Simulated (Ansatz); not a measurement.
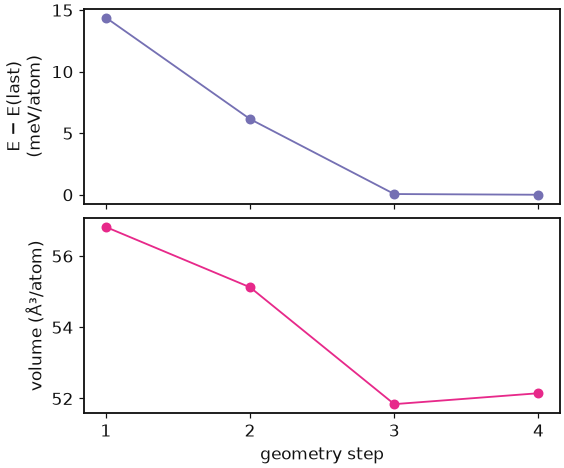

History of a geometry optimisation. Atoms and cell relax. A closing SCF on a freshly chosen basis isn't drawn.

Sr (P6_3/mmc, 4 atoms in the cell); Ansatz, DFT PBEsol, scalar-relativistic, plane waves, PAW; cutoff 420 eV, 12×12×4 k-mesh, Gaussian smearing of 0.1 eV.

> How did the optimisation end?

The optimisation met its thresholds at geometry 4, counting the start as the first. The energy fell by about 14 meV/atom from the first step to the last. All forces vanish by symmetry, so only the cell moves.

> Was the starting cell too large or too small?

The volume shrinks from 56.8 to 52.1 Å³ per atom (−8 %), overshooting to 51.8 at step 3. The start was expanded.
